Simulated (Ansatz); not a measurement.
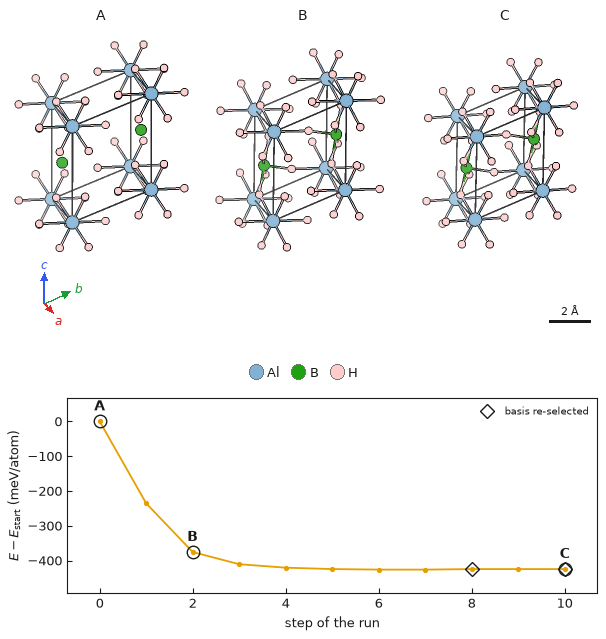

Frames of a relaxation of crystalline AlBH₆ (built on the CuSnF6-2 type type), marked on the history of the run. A ball-and-stick model of the cell of the calculation, seen slightly off an axis.

All numbers below come from DFT, PBEsol, plane waves, PAW (Ansatz). Set-up: plane-wave cutoff 420 eV; k-point mesh 6 × 6 × 6; occupations fermi dirac; smearing width 0.03 eV; no spin polarisation; cell and atoms relaxed; force threshold 0.01 eV/Å; at most 120 steps.

### What happens along the run?

The largest moves relative to the cell, 0.21 Å, are those of H atoms. Al and B stay in place. The volume changes by −37.0 %, with a 4.556 → 4.004 Å (−12.1 %), b 4.603 → 4.005 Å (−13.0 %), c 4.928 → 4.256 Å (−13.6 %), α 63.6° → 61.9°, β 89.8° → 90.0°, γ 61.8° → 60.0°. Among the contacts that change: B–H 1.828 → 1.405 Å, B–H 1.779 → 1.404 Å, Al–H 1.991 → 1.744 Å, Al–H 1.766 → 1.744 Å. New bonds form, among them: B–H (1.78 → 1.40 Å), B–H (1.83 → 1.40 Å). The space group (tolerance 0.01 Å) goes from P-1 (No. 2) to R-3 (No. 148). After 8 accepted moves (10 points after the start) the energy has fallen by 424 meV per atom. The largest force component goes from 1.2 to 0.0013 eV/Å. Pressure: −16.86 GPa at the start and −0.02 GPa at the end. At 2 points the geometry stayed and the basis and grid were re-selected for the new cell (energy shift of 1.6 meV per atom at most each time). From step 0 to 2: H atoms move most (0.23 Å), volume −21.2 %, energy −375 meV per atom. From step 2 to 10: H atoms move most (0.14 Å), volume −20.0 %, energy −49.0 meV per atom.
